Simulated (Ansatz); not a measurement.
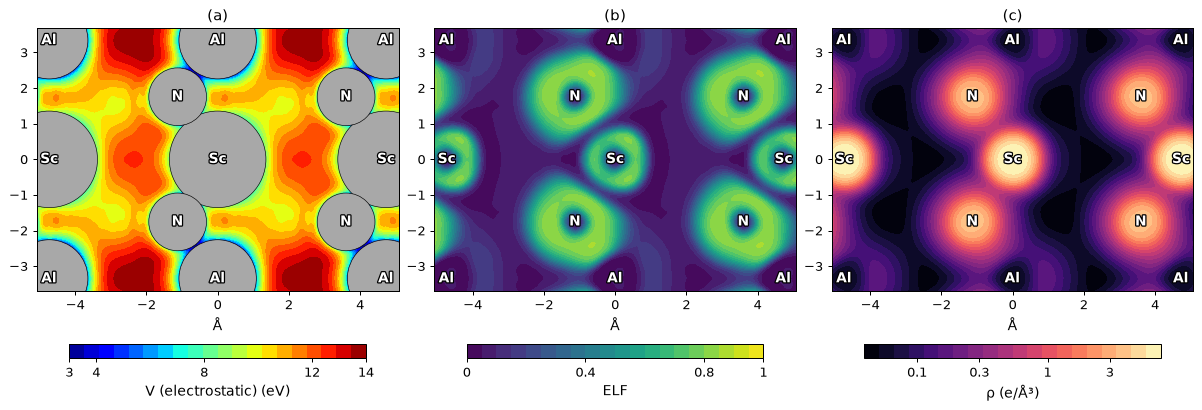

The picture shows: Sc3AlN4. (a) electrostatic potential (local pseudopotential plus Hartree) felt by an electron; (b) electron localisation function; (c) valence electron density on the (110) plane of the conventional cell. Grey discs cover the atomic cores in the potential map.

Space group P-43m.

Method: Ansatz, DFT PBEsol, scalar-relativistic, plane waves, PAW.

What does the map show?

Answer. The section cuts through Sc, Al and N sites.
Al–N (1.94 Å): ρ is about 0.59 e/Å³ halfway; the ELF peaks at about 0.85 in the valence shell of N, 0.8 Å from its nucleus, and is about 0.85 at the midpoint.
Sc–N (2.08 Å): the density is about 0.59 e/Å³ at the midpoint; the ELF peaks at about 0.85 in the valence shell of N, 0.7 Å from its nucleus, and is about 0.25 at the midpoint: no shared electron pair shows on this line.
Between the atoms the lowest density in this plane is 0.04 e/Å³.
The features right at Sc lie inside the PAW spheres, where the map follows smoothed inner orbitals and isn't to be read closely.
Outside the cores the potential energy rises away from the atoms and is highest about 2.0 Å from the nearest atoms; its zero is arbitrary.

Does the calculation give a band gap?

Answer. It is gapped, with a Kohn–Sham gap of 2.5 eV on the k-point mesh (the band edges may lie off the mesh, which would make the gap smaller).
